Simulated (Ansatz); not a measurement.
## Geometry relaxation of Gd5N (part 4 of 4)

Continued. System: Gd5N (slab, 6 atoms in the cell). Method: DFT PBE+U, scalar-relativistic, plane waves, PAW, Ueff = 6 eV on Gd f, spin-polarised (Ansatz 0.2.0); cutoff 420 eV, 9×9×1 k-mesh, Gaussian smearing of 0.1 eV, collinear spins. The input holds or restrains some coordinates. Forces given for the steps count only the free coordinates. It belongs to a series of runs on one base structure; here: N put at a top Gd site.

Geometry of the input (Å; fractional positions):
```
3.6516  0.0000  0.0000
-1.8258  3.1624  0.0000
0.0000  0.0000  30.7057
Gd 0.3333  0.6667  0.2768
Gd 0.6667  0.3333  0.3721
Gd 0.3333  0.6667  0.4681
Gd 0.6667  0.3333  0.5641
Gd 0.3333  0.6667  0.6556
N  0.3333  0.6667  0.7429
```

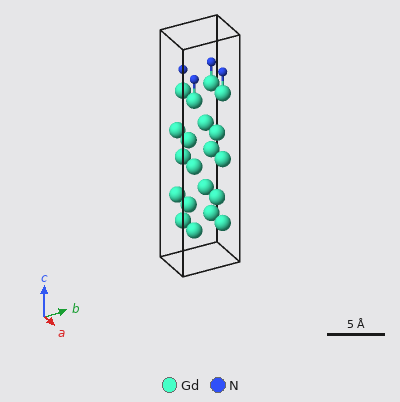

Figure 1. The geometry at step 3 of the log (ball-and-stick view of the 2 × 2 repeat of the cell, with the vacuum cut short, seen slightly off an axis).

What the program printed, continued:
```
relax step   6: F+E_penalty+E_count = -47040.10753544 eV  Δ(F+E_penalty+E_count) = -5.112e-4 eV  max|allowed force component| = 5.989e-3 eV/Å  Δτ_max = 0.0214 Å  (17 SCF iters, accepted)
WARN: The output density's exchange-correlation potential varies sharply where the density is thin. Do not read a vacuum level from v_tot or v_xc, or from such a field of the output density. On a cell that repeats whose density bears no net charge and no dipole along the vacuum's axis use v_es (v_loc + v_h of the components); under efield.dipole_correction with no amplitude use v_es + v_field, which holds any external_charges[].barrier, or the levels of the report's work_function block, which leave it out; under a non-zero efield.amplitude the vacuum is tilted and has no level; on a cell that repeats and bears such a dipole with no correction it is tilted too, and efield.dipole_correction with no amplitude gives each side of its ramp a level where efield: is served; in a cell that repeats whose density bears a net charge (total_charge, or a fill off its count) it is curved and has none; of a slab under crystal.periodic whose density bears no net charge use v_es, which has a level on each side, short of where the two are joined; of another it falls or rises all the way out and has none; of a slab beside external_charges read slab_vacuum_level instead, which it has where they leave it neutral. The grid or the basis barely resolves most such structure, and the values can differ between equally converged runs; as a rule a tighter scf.convergence.dr2_threshold does not remove it. Where the density itself ripples (under the LDA too) a higher basis.ecutwfc lessens it. The files hold the spikes' plane waves up to the density's cutoff. Files: v_tot_of_output_density and the like, and their columns of v_z.tsv (output.write_potential); v_xc_of_output_density and the like, and their columns of v_comp_z.tsv (output.write_potential_components). Measured: with its Gaussian average of σ = 0.25 Å subtracted twice, the exchange-correlation potential is over 0.1 eV at 259 of the grid points where the equally averaged density (valence and model cores) is under 1e-3 e/Å³, and 0.562 eV at the most among them, at an averaged density of 2.3e-7 e/Å³. The input density's (outcome.potential() and, of a run that writes arrays, v_tot and v_xc) is over 0.1 eV, so measured, at 130 points of its own thin density, 0.369 eV at the most. See output.write_potential in the manual, Limitations
SCF converged after 17 iterations
Stability not checked: this state was not tested for a lower state beside it, because the mixer in use, unlike msr1, does not test its closes by its own steps (another_mixer; see scf.mixing.algorithm and scf.lower_state_search)
Magnetization: 40.3831 μB (67.6916 up, 27.3084 down)
Absolute magnetization: 40.3880 μB (∫|ρ↑−ρ↓|, with the PAW one-centre terms)
Spin contamination: 0.0687 ħ² per cell (⟨S²⟩ above its minimum at these occupations)
Per-site moments (μB) at R_I (Å): [(7.640401226870542, 1.4877817868512453), (7.482093856811635, 1.4877817868512453), (7.465469937540239, 1.483708909777823), (7.390695035253106, 1.483708909777823), (6.8275956990182465, 0.8423983904467812), (1.125894305468886, 0.8423983904467812)]
Free energy (F): -47040.107535 eV
Harris-Foulkes:  -47040.107535 eV  (|F-HF|=2.48e-8)
Internal energy: -47040.054313 eV  (E = F + TS)
E sigma→0 (E₀):  -47040.080924 eV
Entropy (-TS):   -0.053222 eV (-8.870 meV/atom)
Fermi energy:    3.011695 eV
Dipole field:    D = -0.130118 V/Å  (p = -0.254968 e·Å, saw-weighted, corrected)
Work function:   Φ+ = 7.5308 eV   Φ− = 3.5354 eV
Levels:          The Fermi level and band energies are counted from a zero that moves with the ramp; work functions are not
--- Per-component energies (eV) ---
  E_band       = -1138.824800
  E_kinetic    = 2141.640321
  E_local      = -101233.088144  (includes V_loc(G=0)·N_el)
  E_nonlocal   = 1474.876278
  E_hartree    = 49227.866596
  E_xc         = -1224.593490
  E_vxc        = -1338.052687  (∫ρ·V_xc dr)
  E_hubbard    = 0.178832  (on-site DFT+U / exact-exchange correction)
  E_vhub       = -104.707732  (the Hubbard potential's part of the band-sum identity)
  E_paw        = -32363.405695  (= ΣΔE_a)
  E_vpaw       = -524.537148  (= ΣTr[D̂ρ^β])
  E_aug_tail   = 0.000082  (compensation charges beyond the density's cutoff)
  E_efield     = 0.016588  (sawtooth field / dipole correction)
  E_vefield    = -10.686469  (∫n·V_field dr)
  E_ewald      = 34936.454319
  E_smearing   = -0.053222  (= −TS)
  E_closure    = 0.000000  (closes the sum)
  Σ components = -47040.107535   (vs F -47040.107535, Δ=0.00e0)
--- Forces (eV/Å), atoms counted from 1 ---
  atom   1  Gd     0.00000000    -0.00000000     0.21761605
  atom   2  Gd    -0.00000000     0.00000000    -0.21955763
  atom   3  Gd     0.00000000    -0.00000000     0.00287588
  atom   4  Gd    -0.00000000     0.00000000     0.00331144
  atom   5  Gd     0.00000000    -0.00000000     0.00180390
  atom   6  N      0.00000000     0.00000000    -0.00598872
  max |Σ_I F_I| component: 6.09e-5 eV/Å
--- Band table (eV; the first three rows and the last of 24) ---
  k-point 0 ↑: bands = ["-42.9957", "-42.6211", "-42.5995", "-42.5629", "-41.8967", "-20.5056", "-20.2005", "-20.0763", "-20.0763", "-19.9871", "-19.7554", "-19.7447", "-19.7447", "-19.7125", "-19.7125", "-19.6657", "-19.6657", "-19.5428", "-19.1324", "-19.1324", "-9.6443", "-5.7451", "-5.7276", "-5.6999", "-5.6999", "-5.6852", "-5.6852", "-5.6016", "-5.3927", "-5.3752", "-5.3666", "-5.3553", "-5.3354", "-5.3354", "-5.3226", "-5.3226", "-5.3222", "-5.3116", "-5.3116", "-5.2957", "-5.2957", "-5.2922", "-5.2592", "-5.2592", "-5.2566", "-5.2428", "-5.2428", "-5.2375", "-5.2127", "-4.6865", "-4.5490", "-4.5431", "-4.5431", "-4.4894", "-4.4894", "-4.4798", "-1.8947", "-1.2973", "-0.5295", "0.1319", "0.5047", "1.2267", "1.9494", "1.9494", "2.8601", "3.3830", "3.5400", "3.9913", "4.0306", "4.0306", "4.0973", "4.0973", "4.2654", "4.2654", "4.3671", "4.5161", "4.5161", "4.9003", "4.9003", "5.6422", "5.6422", "6.2795", "6.2795", "6.3532"]
  k-point 1 ↑: bands = ["-42.9918", "-42.6167", "-42.5952", "-42.5599", "-41.8927", "-20.4937", "-20.1884", "-20.1316", "-20.0892", "-19.9860", "-19.8038", "-19.7877", "-19.7598", "-19.7330", "-19.7260", "-19.7112", "-19.6753", "-19.5383", "-19.1881", "-19.1453", "-9.6227", "-5.7399", "-5.7186", "-5.7009", "-5.6959", "-5.6912", "-5.6863", "-5.6119", "-5.3827", "-5.3667", "-5.3586", "-5.3497", "-5.3363", "-5.3314", "-5.3258", "-5.3201", "-5.3165", "-5.3123", "-5.3083", "-5.3012", "-5.2966", "-5.2874", "-5.2675", "-5.2632", "-5.2589", "-5.2492", "-5.2490", "-5.2421", "-5.2226", "-4.6759", "-4.5603", "-4.5444", "-4.5389", "-4.4966", "-4.4906", "-4.4725", "-1.6200", "-1.0352", "-0.2722", "0.4036", "0.7572", "1.2698", "1.7552", "1.9157", "2.8250", "3.1150", "3.3875", "3.6379", "3.7904", "3.8990", "4.1240", "4.2631", "4.3265", "4.3524", "4.4993", "4.5065", "4.7066", "4.7395", "5.1247", "5.3969", "5.4968", "6.1409", "6.1872", "6.5517"]
  k-point 2 ↑: bands = ["-42.9818", "-42.6053", "-42.5841", "-42.5525", "-41.8824", "-20.4652", "-20.2783", "-20.1441", "-20.1219", "-20.0173", "-19.9246", "-19.9065", "-19.8219", "-19.7976", "-19.7592", "-19.7392", "-19.7007", "-19.5305", "-19.3252", "-19.1780", "-9.5673", "-5.7302", "-5.7083", "-5.6999", "-5.6925", "-5.6920", "-5.6842", "-5.6357", "-5.3612", "-5.3527", "-5.3437", "-5.3359", "-5.3323", "-5.3273", "-5.3231", "-5.3171", "-5.3144", "-5.3116", "-5.3039", "-5.2984", "-5.2972", "-5.2893", "-5.2803", "-5.2742", "-5.2690", "-5.2645", "-5.2560", "-5.2543", "-5.2359", "-4.6490", "-4.5881", "-4.5484", "-4.5284", "-4.5125", "-4.4931", "-4.4548", "-0.8837", "-0.3607", "0.3435", "1.0190", "1.1111", "1.3756", "1.5655", "1.8324", "2.5100", "2.6145", "3.0367", "3.1009", "3.3013", "3.6360", "3.8707", "4.0857", "4.3458", "4.6116", "4.7740", "4.7866", "5.1178", "5.2641", "5.2982", "5.5166", "5.9020", "6.1110", "6.2670", "6.8843"]
  k-point 11 ↓: bands = ["-39.6573", "-39.3455", "-39.3398", "-39.3029", "-38.6461", "-17.9376", "-17.9214", "-17.8896", "-17.7445", "-17.7268", "-17.7234", "-17.6517", "-17.6235", "-17.5404", "-17.5054", "-17.3800", "-17.3760", "-17.1496", "-17.0910", "-17.0675", "-7.1696", "2.3484", "2.4454", "2.6248", "2.7715", "2.9068", "3.0113", "3.0419", "3.0684", "3.2975", "3.3184", "3.6172", "4.2613", "4.2617", "4.3412", "4.4181", "4.4751", "4.6104", "5.4886", "5.5535", "5.5560", "5.5958", "5.6346", "5.6886", "5.7512", "5.7716", "5.7741", "5.7836", "5.8434", "5.8575", "5.8858", "5.9090", "5.9699", "5.9843", "6.0119", "6.0573", "6.0799", "6.1018", "6.1087", "6.1147", "6.1172", "6.1200", "6.1215", "6.1232", "6.1437", "6.1514", "6.1600", "6.2993", "6.4576", "6.5373", "6.7013", "6.7811", "6.8173", "6.8510", "7.0137", "7.1417", "7.2060", "7.5634", "7.7031", "8.6949", "8.7179", "8.7324", "8.8778", "9.1729"]
Occupation matrices written to [file]
--- Relaxed structure (6 steps of the walk, 6 accepted, 0 SCFs on fresh bases) ---
  F+E_penalty+E_count = -47040.10753544 eV   max|allowed force component| = 5.989e-3 eV/Å
  atoms:
    - { symbol: Gd, position: [0.3333333333333333, 0.6666666666666666, 0.2768216393] }
    - { symbol: Gd, position: [0.6666666666666666, 0.3333333333333333, 0.3721271938] }
    - { symbol: Gd, position: [0.3333333333333333, 0.6666666666666666, 0.46784782037362077] }
    - { symbol: Gd, position: [0.6666666666666666, 0.3333333333333333, 0.5627567806918232] }
    - { symbol: Gd, position: [0.3333333333333333, 0.6666666666666666, 0.6603013331271529] }
    - { symbol: N, position: [0.3333333333333333, 0.6666666666666666, 0.7268094553047619] }
--- Löwdin populations: 6 sites ---
  site symbol       q [e]    m [muB]
     0     Gd     17.9214     8.1594
     1     Gd     17.9654     7.7414
     2     Gd     17.9686     7.7420
     3     Gd     17.9716     7.6184
     4     Gd     17.7400     7.5477
     5      N      5.1547     1.4614
  spilling = 0.002929 (of n_electrons = 95.000000)
```

File populations.tsv:
```
# site	symbol	l	j	q_up	q_dn
# orbitals = lowdin
# n_electrons = 95.000000
# spilling = 0.002929
# projection_atom_Gd: [Kr 4d10] 4f7 5s2 5p6 5d1 6s2
# projection_atom_N: [He] 2s2 2p3
0	Gd	0_5S	-	0.986694	0.987353
0	Gd	0_6S	-	0.507349	0.387736
0	Gd	1_5P	-	2.989271	2.974773
0	Gd	2_5D	-	1.558832	0.527186
0	Gd	3_4F	-	6.998261	0.003980
1	Gd	0_5S	-	0.982434	0.983805
1	Gd	0_6S	-	0.418351	0.382839
1	Gd	1_5P	-	2.988921	2.969062
1	Gd	2_5D	-	1.465819	0.771115
1	Gd	3_4F	-	6.997870	0.005145
2	Gd	0_5S	-	0.982038	0.983727
2	Gd	0_6S	-	0.417038	0.377294
2	Gd	1_5P	-	2.987857	2.969437
2	Gd	2_5D	-	1.470537	0.777512
2	Gd	3_4F	-	6.997824	0.005348
3	Gd	0_5S	-	0.982000	0.983650
3	Gd	0_6S	-	0.420186	0.382664
3	Gd	1_5P	-	2.986270	2.971273
3	Gd	2_5D	-	1.408628	0.832691
3	Gd	3_4F	-	6.997896	0.006325
4	Gd	0_5S	-	0.984094	0.983655
4	Gd	0_6S	-	0.356211	0.324630
4	Gd	1_5P	-	2.978361	2.944973
4	Gd	2_5D	-	1.329461	0.814725
4	Gd	3_4F	-	6.995706	0.028174
5	N	0_2S	-	0.909787	0.885943
5	N	1_2P	-	2.398280	0.960708
```

Trajectory as extended XYZ (Å, eV, eV/Å), 6 frames, from step=1 to step=6:
```
6
Lattice="3.6516 0.0000 0.0000 -1.8258 3.1624 0.0000 0.0000 0.0000 30.7057" Properties=species:S:1:pos:R:3:forces:R:3 step=1 energy=-47039.28492
Gd    0.0000    2.1082    8.5000    0.0000   0.0000   0.2131
Gd    1.8258    1.0541   11.4264    0.0000   0.0000  -0.1974
Gd    0.0000    2.1082   14.3733    0.0000   0.0000  -0.0175
Gd    1.8258    1.0541   17.3218    0.0000   0.0000  -0.1398
Gd    0.0000    2.1082   20.1298    0.0000   0.0000   1.6112
N     0.0000    2.1082   22.8098    0.0000   0.0000  -1.4707
6
Lattice="3.6516 0.0000 0.0000 -1.8258 3.1624 0.0000 0.0000 0.0000 30.7057" Properties=species:S:1:pos:R:3:forces:R:3 step=2 energy=-47039.86355
Gd    0.0000    2.1082    8.5000    0.0000   0.0000   0.2128
Gd    1.8258    1.0541   11.4264    0.0000   0.0000  -0.1979
Gd    0.0000    2.1082   14.3742    0.0000   0.0000   0.0288
Gd    1.8258    1.0541   17.3392    0.0000   0.0000   0.0223
Gd    0.0000    2.1082   20.2999    0.0000   0.0000   1.4325
N     0.0000    2.1082   22.6149    0.0000   0.0000  -1.5003
6
Lattice="3.6516 0.0000 0.0000 -1.8258 3.1624 0.0000 0.0000 0.0000 30.7057" Properties=species:S:1:pos:R:3:forces:R:3 step=3 energy=-47040.06052
Gd    0.0000    2.1082    8.5000    0.0000   0.0000   0.2151
Gd    1.8258    1.0541   11.4264    0.0000   0.0000  -0.1858
Gd    0.0000    2.1082   14.3826    0.0000   0.0000   0.1156
Gd    1.8258    1.0541   17.3611    0.0000   0.0000  -0.0037
Gd    0.0000    2.1082   20.4609    0.0000   0.0000  -0.9182
N     0.0000    2.1082   22.4205    0.0000   0.0000   0.7758
6
Lattice="3.6516 0.0000 0.0000 -1.8258 3.1624 0.0000 0.0000 0.0000 30.7057" Properties=species:S:1:pos:R:3:forces:R:3 step=4 energy=-47040.10698
Gd    0.0000    2.1082    8.5000    0.0000   0.0000   0.2214
Gd    1.8258    1.0541   11.4264    0.0000   0.0000  -0.1931
Gd    0.0000    2.1082   14.3870    0.0000   0.0000  -0.0442
Gd    1.8258    1.0541   17.2902    0.0000   0.0000  -0.0028
Gd    0.0000    2.1082   20.2708    0.0000   0.0000   0.0046
N     0.0000    2.1082   22.3099    0.0000   0.0000   0.0153
6
Lattice="3.6516 0.0000 0.0000 -1.8258 3.1624 0.0000 0.0000 0.0000 30.7057" Properties=species:S:1:pos:R:3:forces:R:3 step=5 energy=-47040.10702
Gd    0.0000    2.1082    8.5000    0.0000   0.0000   0.2206
Gd    1.8258    1.0541   11.4264    0.0000   0.0000  -0.1917
Gd    0.0000    2.1082   14.3870    0.0000   0.0000  -0.0437
Gd    1.8258    1.0541   17.2902    0.0000   0.0000  -0.0057
Gd    0.0000    2.1082   20.2708    0.0000   0.0000   0.0005
N     0.0000    2.1082   22.3099    0.0000   0.0000   0.0200
6
Lattice="3.6516 0.0000 0.0000 -1.8258 3.1624 0.0000 0.0000 0.0000 30.7057" Properties=species:S:1:pos:R:3:forces:R:3 step=6 energy=-47040.10754
Gd    0.0000    2.1082    8.5000    0.0000   0.0000   0.2176
Gd    1.8258    1.0541   11.4264    0.0000   0.0000  -0.2196
Gd    0.0000    2.1082   14.3656    0.0000   0.0000   0.0029
Gd    1.8258    1.0541   17.2798    0.0000   0.0000   0.0033
Gd    0.0000    2.1082   20.2750    0.0000   0.0000   0.0018
N     0.0000    2.1082   22.3172    0.0000   0.0000  -0.0060
```

Summary:

| quantity | value |
| --- | --- |
| outcome | converged under the restraints of the input |
| electrons treated | 95 |
| free energy | −47040.1075 eV |
| work function, top face | 7.53 eV |
| work function, bottom face | 3.54 eV |
| Fermi energy | 3.012 eV |
| gap on the k-point mesh | none (metallic) |
| net moment of the cell | 40.38 μB |
| integrated absolute moment | 40.39 μB |
| final volume | 354.58 Å³ |
| work function (upper face) | 7.53 eV |
| largest force (length of the vector) at the end, held atoms and coordinates included | 0.220 eV/Å |
| hardware | 4 threads of Arm Neoverse V2, 24 GiB of memory available, shared host |
| wall time | 4.7 min (CPU time 18 min) |
| peak memory | 1.4 GiB |

The electronic state found may not be the lowest one. Notes on the run: the exchange-correlation potential is rough where the density is thin. DFT+U on an f shell has many self-consistent states, and spin–orbit coupling is left out here.
